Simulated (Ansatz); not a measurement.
# V_O in SnO2 (P4_2/mnm) against the share of exact exchange

Question: how much does the share of exact exchange change the (+1/0) level of V_O in SnO2 (P4_2/mnm), and what does each choice cost? Model: a cell of 96 host atoms with 1 O taken out.

Main program and level: Ansatz 0.2.0; plane-wave PAW DFT; relaxations with PBEsol, then single points with PBEsol and HSE06 form with several shares of exact exchange, on supercells at fixed charge in a uniform background.

**1. Starting point**

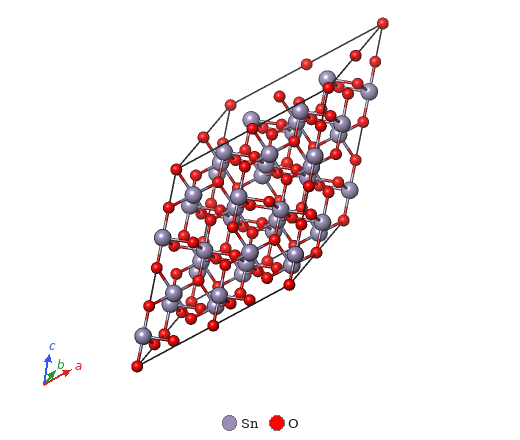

The cell as given, slightly off an axis (tin purple, oxygen red). Bonds to atoms that aren't drawn are left out. Some periodic images of atoms are drawn too.

The cell holds 95 atoms: 32 Sn and 63 O. Cell: a = 11.498 Å, b = 11.498 Å, c = 13.485 Å, α = 54.1°, β = 54.1°, γ = 71.8°. It derives from SnO2 (space group P4_2/mnm). Nearest the centre at fractional (0.500, 0.500, 0.347): Sn86 at 2.07 Å, Sn2 at 2.07 Å, Sn73 at 2.07 Å, O81 at 2.61 Å, O77 at 2.92 Å, O79 at 2.92 Å, O20 at 2.92 Å, O18 at 2.92 Å. The cell carries charge +1.

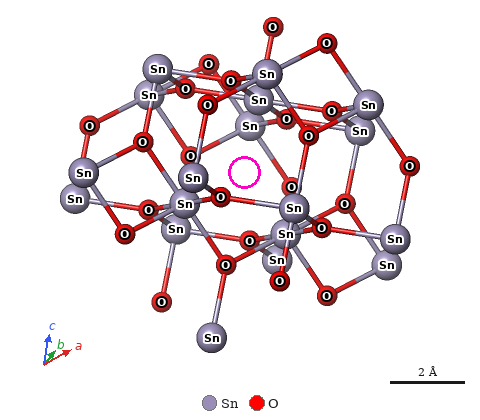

The atoms within 5 Å of the centre. A ring marks the centre wherever it is empty.

Known beforehand: the electronic dielectric constant, (4.60, 4.60, 4.91), and the static one, (13.48, 13.48, 10.42), computed on the host (DFPT, PBEsol).

The cell's shortest repeat is 11.5 Å.

**2. Relaxing both charge states, PBEsol**

The study needs fixed structures, so each charge is relaxed once, at one point at (¼, ¼, ¼), from small random displacements that break the symmetry of the site.

qp1_M1.relax/input.yaml reads:

```yaml
crystal:
  lattice:
    - [0.0, 4.76781182, 3.21190266]
    - [4.76781182, 0.0, 3.21190266]
    - [4.76781182, 4.76781182, 0.0]
  atoms:
    - { symbol: Sn, position: [0.25, 0.25, 0.25] }
    - { symbol: Sn, position: [0.75, 0.75, 0.75] }
    - { symbol: Sn, position: [0.0, 0.0, 0.0] }
    - { symbol: Sn, position: [0.5, 0.5, 0.5] }
    - { symbol: O, position: [0.056272, 0.443728, 0.75] }
    - { symbol: O, position: [0.556272, 0.943728, 0.25] }
    - { symbol: O, position: [0.443728, 0.056272, 0.75] }
    - { symbol: O, position: [0.943728, 0.556272, 0.25] }
    - { symbol: O, position: [0.0, 0.0, 0.306272] }
    - { symbol: O, position: [0.5, 0.5, 0.806272] }
    - { symbol: O, position: [0.0, 0.0, 0.693728] }
    - { symbol: O, position: [0.5, 0.5, 0.193728] }
  supercell: [2, 2, 2]
  defects: [{ vacancy: 82 }]
total_charge: 1
basis:
  ecutwfc: 420
  xc_grid: 2
hamiltonian:
  xc: pbesol
  pseudopotentials: { kind: paw, azcp: { folder: soft_1 }, xc_functional: pbe }
kpoints:
  mp_grid: { grid: [1, 1, 1], shift: [0.25, 0.25, 0.25] }
magnetization:
  spin_polarized: true
  initial_magnetization: 1
  spin_locking: { lock_magnetization: hard }
scf:
  occupations: { method: fixed }
  max_iter: 100
output:
  forces: true
  charged_corrections:
    epsilon: [4.6, 4.6, 4.91]
    static_epsilon: [13.48, 13.48, 10.42]
    defect_position: [0.5, 0.5, 0.346864]
relax:
  f_tol: 0.015
  max_steps: 60
  random_displacement: { amplitude: 0.04, seed: 2096 }
checkpoint:
  write: "../qp1_M1.relax.run"
  compress: false
  write_wavefunctions: true
  write_every: 100000
```

On the command line:

```sh
> ansatz run input.yaml --threads 32 --pin off --max-ram 84787MiB --backend cuda --events-out ev --progress --plain --runs-dir out --max-vram 78GiB
```

Numbers of over 12 decimals in the logs are rounded to 6 here.

The program printed:

```text
[... repeated set-up lines and file paths are left out, and long positions are rounded to six places ...]
Engine: ansatz 0.2.0, aarch64-unknown-linux-gnu
Pseudopotentials: kind: paw
Pseudopotential: Sn, paw, valence charge 14, recommended cutoff 420 eV (normal), soft_1/Sn.paw.azcp
Pseudopotential: O, paw, valence charge 6, recommended cutoff 420 eV (normal), soft_1/O.paw.azcp
Functional definition: PBEsol
  exchange = pbesol_x
  correlation = pbesol_c
[...]
Crystal: 95 atoms, lattice volume = 1168.209 Å³
Basis set: ecut = 420 eV, 22821 PW (Γ), exchange–correlation on 160×160×192 points (8 copies of the dense FFT grid, shifted against one another)
Bands: 508, of which v1, the nominal top of the filled ones, is band 413 counted from 1 (412 counted from 0)
Symmetry: 1 space group operations
k-points: 1
Non-local potential: Sn, projectors of the file, l = 0: 2, l = 1: 2, l = 2: 2, l = 3: 1
Non-local potential: O, projectors of the file, l = 0: 2, l = 1: 2, l = 2: 1
PAW form: soft (Blöchl's): semilocal exchange-correlation on the pseudo side does not see the compensation charge
PAW frozen core: Sn, regenerated for the run's functional, and the local potential with it (the file was generated under x = pbe(κ = 0.804, μ = 0.219515), c = pbe(β = 0.066725))
PAW frozen core: O, regenerated for the run's functional, and the local potential with it (the file was generated under x = pbe(κ = 0.804, μ = 0.219515), c = pbe(β = 0.066725))
PAW one-centre angular grid: Sn, 590 points (default); XC on 64 Gauss nodes
PAW one-centre angular grid: O, 110 points (default); XC on 64 Gauss nodes
Initial density: superposition of atomic densities (chi_scale 0.1, normalization cell, long waves kept (reshape's long-wave potential 0.25 eV rms))
Starting moments: Σ|m| = 1 μB on 95 of 95 sites
Initial wavefunctions: pseudopotential atomic-orbital guess
[...]
Functional: x = pbesol(κ = 0.804, μ = 0.123457), c = pbesol(β = 0.046)
SCF iter   1: F=—  HF=-225747.476905 eV  |Δ(HF+E_count)|=         —  Δρ=3.54e-2 (↑3.47e-2 ↓3.54e-2)  dr2=4.26e1  dr2_m=3.84e-2  M=1.000 μB ∫|m|=1.013 μB  Hψ=3273
preconditioner: auto → Resta (q_TF=auto, 2.575 Å⁻¹)  ε∞=3.5  [insulator: Δε(μ)=0.706 eV  Ē_g=19.764 eV  n_scr=352 (ndim 8)  ℏωp=31.2 eV  f_vac=0.000  ε∞_Penn≈3.5]
spin=Collinear: Resta preconditioning applied to the charge; magnetization (m = ρ↑ − ρ↓) channel mixes plain (no charge-response kernel on spin).
SCF iter   2: F=—  HF=-225740.838300 eV  |Δ(HF+E_count)|=    6.64e0  Δρ=2.35e-2 (↑2.30e-2 ↓2.35e-2)  dr2=1.67e1  dr2_m=2.22e-2  M=1.000 μB ∫|m|=1.020 μB  Hψ=1107
[...]
SCF iter  10: F=-225737.531261 eV  HF=-225737.531261 eV  |Δ(HF+E_count)|=   5.67e-7  Δρ=4.66e-6 (↑4.59e-6 ↓4.66e-6)  dr2=9.74e-7  dr2_m=1.12e-9  M=1.000 μB ∫|m|=1.062 μB  Hψ=2297
SCF 1 converged in 10 iterations: F = -225737.531261 eV  dr2 = 9.74e-7
[...]
relax step   1: F+E_penalty+E_count = -225737.53126065 eV  Δ(F+E_penalty+E_count) = +0.000e0 eV  max|allowed force component| = 2.229e0 eV/Å  Δτ_max = 0.0000 Å  (10 SCF iters, dr2 threshold 5.63e-6 eV, accepted)
[...]
relax step   2: F+E_penalty+E_count = -225739.39701994 eV  Δ(F+E_penalty+E_count) = -1.866e0 eV  max|allowed force component| = 6.815e-1 eV/Å  Δτ_max = 0.1577 Å  (7 SCF iters, dr2 threshold 1.00e-4 eV, accepted)
[...]
relax step   4: F+E_penalty+E_count = -225739.80789563 eV  Δ(F+E_penalty+E_count) = -1.721e-2 eV  max|allowed force component| = 3.931e-2 eV/Å  Δτ_max = 0.0261 Å  (7 SCF iters, dr2 threshold 3.53e-6 eV, accepted)
[...]
relax step   5: F+E_penalty+E_count = -225739.80817256 eV  Δ(F+E_penalty+E_count) = -2.769e-4 eV  max|allowed force component| = 2.297e-3 eV/Å  Δτ_max = 0.0027 Å  (6 SCF iters, accepted)
[...]
NSCF: frozen V_eff on 1 k-points
[...]
SCF converged after 6 iterations
Stability checked in part: among states of this total moment the steps that led to this state did not find it unstable. No probe was made; neither looks for a lower state of another moment (fixed_total_moment; see scf.lower_state_search)
Magnetization: 1.0000 μB (413.0000 up, 412.0000 down)
Absolute magnetization: 1.0351 μB (∫|ρ↑−ρ↓|, with the PAW one-centre terms)
Spin contamination: 0.0007 ħ² per cell (⟨S²⟩ above its minimum at these occupations)
Per-site moments (μB) at R_I (Å): [(0.00458476, 0.849619), (0.012589, 0.819713), (0.00323361, 0.846090), [... 6 left out ...]
Free energy (F): -225739.808173 eV
Harris-Foulkes:  -225739.808173 eV  (|F-HF|=6.58e-9)
Internal energy: -225739.808173 eV  (E = F + TS)
E sigma→0 (E₀):  -225739.808173 eV
Fermi energy:    10.106724 (↑ 10.106724, ↓ 9.001370) eV
--- Per-component energies (eV) ---
  E_band       = -2201.077973
  E_kinetic    = 16062.229402
  E_local      = -51615.271733  (includes V_loc(G=0)·N_el)
  E_nonlocal   = 8040.313180
  E_hartree    = 23419.151602
  E_xc         = -8404.556834
  E_vxc        = -8249.894364  (∫ρ·V_xc dr)
  E_paw        = -147505.757061  (= ΣΔE_a)
  E_vpaw       = -13276.820103  (= ΣTr[D̂ρ^β])
  E_aug_tail   = 0.061343  (compensation charges beyond the density's cutoff)
  E_ewald      = -65747.316075
  E_core_change = 11.338004  (= ΣΔE_core)
  E_smearing   = -0.000000  (= −TS)
  E_closure    = 0.000000  (closes the sum)
  E_deformation_potential = 17.437997  (in the stress; not in F)
  Σ components = -225739.808173   (vs F -225739.808173, Δ=0.00e0)
--- Forces (eV/Å), atoms counted from 1 ---
  atom   1  Sn    -0.00024305     0.00010201    -0.00012877
  atom   2  Sn    -0.00051341    -0.00105187    -0.00229657
  [... 4 atoms left out ...]
  [... 89 more lines of this table ...]
  max |Σ_I F_I| component: 1.15e-5 eV/Å
--- Charged-cell corrections in eV (Makov–Payne, q = +1.000 e, ε = [13.480, 13.480, 10.420]) ---
  F (periodic)     = -225739.808173  (uncorrected; the corrections below are reported, never added to it)
  E_corr1          = +0.159600  (monopole, q²α_M/2ε̄L, of the cell on which ε is isotropic)
  F Makov-Payne    = -225739.648572  (F + E_corr1; no measured alignment; for a localised charge, not one spread in a band: unchecked)
  no potential alignment in this run, which stands beside a crystal: run the host's input off ansatz write-host-input, and read the two finished runs by ansatz place-levels (neither reads a slab, a wire or a sheet, whose cell leaves a vacuum)
--- Band table (eV) ---
  k-point 0 ↑: bands = ["-12.0541", "-12.0278", "-11.9729", "-11.9371", "-11.9203", "-11.8530", "-11.7767", "-11.7427", "-11.7391", [... rest cut ...]
  k-point 0 ↓: bands = ["-12.0404", "-12.0167", "-11.9613", "-11.9240", "-11.9131", "-11.8446", "-11.7707", "-11.7381", "-11.7328", [... rest cut ...]
--- Relaxed structure (5 steps of the walk, 5 accepted, 0 SCFs on fresh bases) ---
  F+E_penalty+E_count = -225739.80817256 eV   max|allowed force component| = 2.297e-3 eV/Å
  atoms:
    - { symbol: Sn, position: [0.124928, 0.124648, 0.122688] }
    - { symbol: Sn, position: [0.365448, 0.365156, 0.375692] }
    [... 4 atoms left out ...]
  [... 89 more lines of this table ...]
```

Wall time 7.2 s (1 × NVIDIA GB200 with 32 threads of Arm Neoverse V2, shared host); peak memory 2.4 GiB.

Step by step:

```csv
step,energy less that of the first step (eV),largest force component (eV/Å)
1,0.0000,2.2286
2,-1.8658,0.6815
3,-2.2594,0.2013
4,-2.2766,0.0393
5,-2.2769,0.0023
```

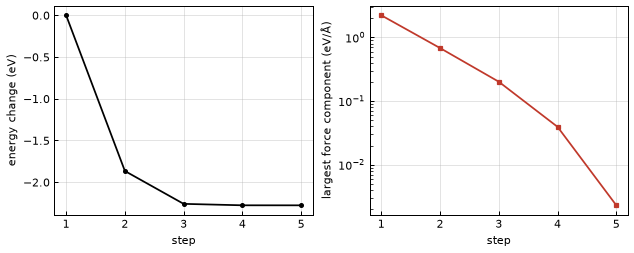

Energy and largest force along the relaxation.

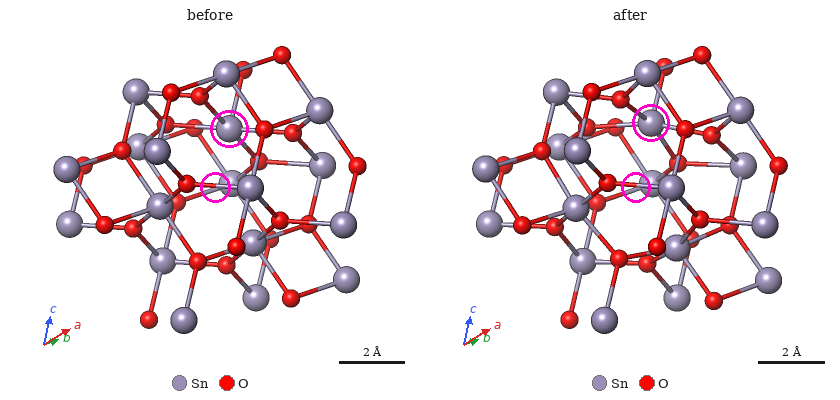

Before and after: the atoms that start within 5 Å of the centre. Sn86, which moves most, is ringed if it is among them. A ring with no atom in it marks the empty centre.

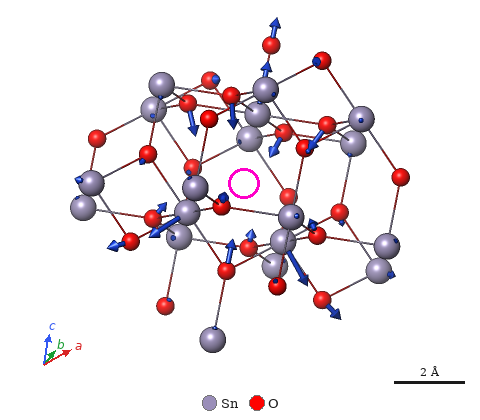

Displacements in the relaxation from the typed sites near the centre, exaggerated, the mean shift taken out; the longest in the cell stands for 0.19 Å. A ring marks the centre wherever it is empty.

The atoms that moved most (Å, from the sites as typed, ahead of the random displacement, the mean shift of all atoms taken out):

```csv
atom,dx,dy,dz,length
Sn86,0.134,0.134,0.000,0.189
Sn73,-0.086,-0.086,0.123,0.173
Sn2,-0.085,-0.085,-0.123,0.171
O20,-0.061,-0.086,0.043,0.113
O18,-0.086,-0.060,0.043,0.113
O81,0.078,0.078,0.000,0.110
O79,-0.057,-0.083,-0.042,0.109
O77,-0.082,-0.057,-0.042,0.109
```

The atoms nearest to the centre after the run:

```csv
atom,distance (Å)
Sn73,2.242
Sn2,2.243
Sn86,2.252
O81,2.504
O18,2.819
O77,2.821
O20,2.821
O79,2.822
O32,2.869
O31,2.871
O54,2.871
O53,2.873
```

```csv
charge,moment set (μB),steps,largest displacement (Å),time
0,0,5,0.13,6.4 s
+1,1,5,0.19,7.2 s
```

The relaxation ends 24 meV an atom lower than the displaced start, with a largest force component of 0.0023 eV/Å.

**3. First setting: 0 (PBEsol)**

Exact exchange opens the gap of the host. A level of a localised state need not follow either band edge, so its distance to each edge changes.

qp1_M1.a0/input.yaml reads:

```yaml
crystal:
  checkpoint: "../qp1_M1.relax.run"
  host: checkpoint
total_charge: 1
basis:
  ecutwfc: 420
  xc_grid: 2
hamiltonian:
  xc: pbesol
  pseudopotentials: { kind: paw, azcp: { folder: soft_1 }, xc_functional: pbe }
kpoints:
  mp_grid: { grid: [1, 1, 1], shift: [0.25, 0.25, 0.25] }
magnetization:
  spin_polarized: true
  initial_magnetization: 1
  spin_locking: { lock_magnetization: hard }
scf:
  occupations: { method: fixed }
  max_iter: 100
output:
  forces: true
  charged_corrections:
    epsilon: [4.6, 4.6, 4.91]
    static_epsilon: [13.48, 13.48, 10.42]
    defect_position: [0.5, 0.5, 0.346864]
  eigenvalues: true
  eigenstates: { localisation: true }
  efg: {}
checkpoint:
  read: "../qp1_M1.relax.run"
  write: "../qp1_M1.a0.run"
  compress: false
  write_wavefunctions: false
  write_every: 100000
```

The program printed:

```text
[...]
crystal.checkpoint: the structure is that of <dir>, a `relax` run, at its step 5: its result, under pbesol at a charge of 1 e; 95 atoms read, 0 with a starting moment; crystal.structure_sha256 for this input is
Sn: output.efg is read without spin–orbit coupling, which moves field gradients at and beside such atoms by some per cent and up to a factor of two; PAW files take it under magnetization.noncollinear and magnetization.spin_orbit
[...]
device memory: the entry about to start is reckoned to put 9.6 GiB on a device that reports 166.6 GiB free (of which the cap on the GPU budget leaves the run 78.0 GiB)
GPU FFT provider: cuFFT
GPU libraries: cuBLAS 13.8.1, cuFFT 12.4.0, cuSOLVER 12.3.2
GPU matrix products: emulated (plane waves: as basis.precision tells), large ones in fixed point in workspaces of 1.00 GiB
Crystal: 95 atoms, lattice volume = 1168.209 Å³
Basis set: ecut = 420 eV, 22821 PW (Γ), exchange–correlation on 160×160×192 points (8 copies of the dense FFT grid, shifted against one another)
Bands: 508, of which v1, the nominal top of the filled ones, is band 413 counted from 1 (412 counted from 0)
Symmetry: 1 space group operations
[...]
k-points: 1
[...]
Stability of the state it starts from, as read at its close in the collinear treatment: not read negative (Ritz values of 1 − χ₀K, real part plus size of imaginary part, from 1.1 to 1.6, by its mixing steps under no symmetry); [...]
Starting moments: Σ|m| = 1 μB on 95 of 95 sites; this step starts from the density that it was given
[...]
GPU buffer pool allocated for 614400 grid points (all kernels)
GPU transforms: local potential and band sums: pruned to the plane-wave sphere, on 80×80×90
[...]
SCF iter   1: F=—  HF=-225739.808173 eV  |Δ(HF+E_count)|=         —  Δρ=8.86e-7 (↑8.74e-7 ↓8.86e-7)  dr2=3.43e-8  dr2_m=2.33e-11  M=1.000 μB ∫|m|=1.045 μB  Hψ=2495
[...]
SCF iter   2: F=-225739.808173 eV  HF=-225739.808173 eV  |Δ(HF+E_count)|=  2.91e-11  Δρ=5.24e-7 (↑5.20e-7 ↓5.24e-7)  dr2=1.39e-8  dr2_m=1.29e-11  M=1.000 μB ∫|m|=1.045 μB  Hψ=1849
SCF 1 converged in 2 iterations: F = -225739.808173 eV  dr2 = 1.39e-8
[...]
SCF converged after 2 iterations
[...]
Magnetization: 1.0000 μB (413.0000 up, 412.0000 down)
Absolute magnetization: 1.0351 μB (∫|ρ↑−ρ↓|, with the PAW one-centre terms)
[...]
Per-site moments (μB) at R_I (Å): [(0.00458478, 0.849619), (0.012589, 0.819713), (0.00323361, 0.846090), [... 6 left out ...]
Free energy (F): -225739.808173 eV
[...]
Internal energy: -225739.808173 eV  (E = F + TS)
E sigma→0 (E₀):  -225739.808173 eV
Fermi energy:    10.106724 (↑ 10.106724, ↓ 9.001369) eV
[...]
--- Forces (eV/Å), atoms counted from 1 ---
  atom   1  Sn    -0.00024396     0.00010312    -0.00013247
  atom   2  Sn    -0.00050967    -0.00104921    -0.00231496
  [... 4 atoms left out ...]
  [... 89 more lines of this table ...]
  max |Σ_I F_I| component: 1.20e-5 eV/Å
--- PAW observables at the nuclei: V_zz in 10²¹ V/m², potentials from the cell's mean, atoms counted from 1 ---
  [... 2 lines on atoms farther from the defect left out ...]
  atom   2  Sn V_zz =   +12.343467   η = 0.0909   by run symmetry: allowed
            electrostatic potential = -8173.867325 V   contact ρ = 1309595.292011 e/Å³   contact ρ_s (e/Å³): all electrons +7.869446, valence +7.779376
  [...]
F Makov-Payne    = n/a  (the rows are of the electrons' constant alone; ansatz place-levels tells what screens the charge)
[...]
--- Band table (eV) ---
[...]
```

The job ended after 6.1 s (1 × NVIDIA GB200 with 32 threads; peak memory 2.5 GiB).

Both charges and the host at this setting go to place-levels, which corrects for the image charge and aligns the potentials.

levels.a0.yaml reads:

```yaml
host:
  run: host.a0.run
states: [q0.a0.run, qp1_M1.a0.run]
geometry_from:
  q0.a0.run: q0.relax.run
  qp1_M1.a0.run: qp1_M1.relax.run
  host.a0.run: host.relax.run
chemical_potentials:
  O:
    energy: -558.291301
    dataset: <sha256 of the dataset>
```

On the command line:

```sh
> ansatz place-levels levels.a0.yaml -- --threads 32 --pin off --max-ram 84787MiB
```

The program printed:

```text
(+1/0) 0.900 eV above the valence edge, 0.023 eV under the conduction edge
formation energy of charge +1: +2.497 eV with the Fermi level at the valence edge
formation energy of charge 0: +3.397 eV with the Fermi level at the valence edge
  edges by pbesol, gap 0.922 eV; the host is sampled to repeats of 11.50 Å
  the defect's cells are sampled to repeats of 11.50 Å, like sampling
  charge +1: -225739.7011 eV with its correction of +0.107 eV, at epsilon [13.48, 13.48, 10.42], aligned at sites: -0.0525 eV, mean over 31 atomic sites at or beyond 5.75 Å from the host's site at [0.5000, 0.5000, 0.3468] by the defect at [0.5000, 0.5000, [...]
  charge 0: +0.000 eV for its dipole among its images, +0.000 omitted
  of states[1] (qp1_M1.a0.run): how wide its charge is, is not read beside other atoms or cores, and a band state would take no correction. [...]
  of states[0] (q0.a0.run): its displacements don't fall off away from the defect: farther atoms stand 0.013 Å off the host's places. [...]
```

Elapsed: 0.17 s, on 32 threads.

At this setting the gap is 0.922 eV and (+1/0) lies 0.900 eV above the valence top.

**4. The other settings**

From the second setting on only the share changes; the first is PBEsol, whose semilocal part differs from that of the hybrids. The next input; the others follow the same pattern (0.2, 0.25, 0.3 and 0.4):

qp1_M1.a10/input.yaml, as its differences from qp1_M1.a0/input.yaml of step 3:

```diff
@@ -8,4 +8,4 @@
 hamiltonian:
-  xc: pbesol
-  pseudopotentials: { kind: paw, azcp: { folder: soft_1 }, xc_functional: pbe }
+  xc: { preset: hse06, exx: 0.1 }
+  pseudopotentials: { kind: paw, azcp: { folder: soft_1 } }
 kpoints:
@@ -30,3 +30,3 @@
   read: "../qp1_M1.relax.run"
-  write: "../qp1_M1.a0.run"
+  write: "../qp1_M1.a10.run"
   compress: false
```

**5. Result against cost**

Times of the states on 1 × NVIDIA GB200 with 32 threads of Arm Neoverse V2, shared host; the host is run again at each setting:

```csv
share of exact exchange,gap (eV),(+1/0) above the valence top (eV),under the conduction bottom (eV),"time, both charge states","time, host and placing",peak memory of a state (GiB)
0 (PBEsol) *,0.922,0.900,0.023,8.5 s,3 s,2.5
0.1,1.695,1.516,0.179,45 s,2.2 min,3.8
0.2,2.401,2.130,0.271,41 s,1.9 min,4.1
0.25,2.765,2.446,0.320,49 s,2.1 min,3.8
0.3,3.137,2.766,0.370,49 s,2.3 min,3.9
0.4,3.898,3.422,0.476,51 s,2 min,3.9
```

* started from the relaxation's converged state in the same settings, so its time is no fair cost.

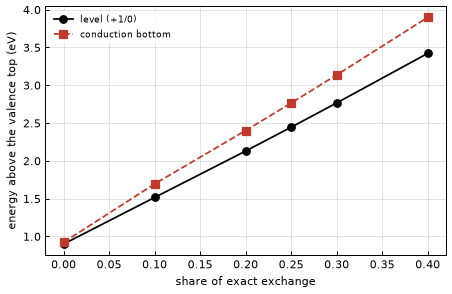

The level against the share of exact exchange.

**6. Results**

```yaml
plus_1_over_0_level_0_pbesol: 0.90 eV
plus_1_over_0_level_0p1: 1.52 eV
plus_1_over_0_level_0p2: 2.13 eV
plus_1_over_0_level_0p25: 2.45 eV
plus_1_over_0_level_0p3: 2.77 eV
plus_1_over_0_level_0p4: 3.42 eV
slope_of_the_gap_among_the_hybrids: 0.73 eV per 0.1 of exact exchange
```

What this shows: From a share of 0 (PBEsol) to 0.4 the gap opens from 0.92 to 3.90 eV and (+1/0) moves from 0.90 to 3.42 eV above the valence top. Among the hybrids, by fitted slopes, the level takes 87 % of the gap's opening, so it follows the conduction band. At 0 (PBEsol), 0.1 and 0.2 less than half of the spin in the atoms' spheres lies near the defect and the level is within 0.3 eV of a band edge, so there the carrier is likely band-like and the number no level of a bound state. The atoms were held at the semilocal structure, so a distortion that exact exchange would bring is missing. The program warns that hybrid band edges depend on the exchange mesh, which was not varied here; the gaps and slopes may carry that error. Only the charges 0 and +1 were run, each from one start, so (+1/0) need not be a change between stable states. At 0.1, 0.2, 0.25, 0.3 and 0.4 the program warns that a filled state reaches beyond the cell, so that a hybrid's gap, moments and forces can be wrong at one k-point: the state may not be bound, and these numbers are no reliable defect level. The program calls the alignment of potentials doubtful in this cell, and the corrections (0.08 and 0.00 eV for the two states) enter the level by their difference, 0.08 eV: its value is uncertain, though the differences between settings are less so. Limits: one k-point off the zone centre stands for the whole zone; spin–orbit coupling, which can matter with heavy atoms, is left out; the structures are those of PBEsol; force components of up to 0.49 eV/Å remain in a run at the final settings.

[Logs are printed without paths, hosts, clocks, repeated set-up lines and the standing remarks that a program may print on its own settings, such as how far it seeks lower states.]

[Hosts, paths, dates, database ids (printed as entryN), source tags and the programs' standing remarks are cut or masked in the printed files.]

[Where a table of states has a column of steps, it counts the stored structures, which are thinned; the runs took as many ionic steps or more.]

[For some hosts the program warned that the k-mesh of the response run may be too coarse for force constants and the static dielectric constant; such warnings are not shown here.]
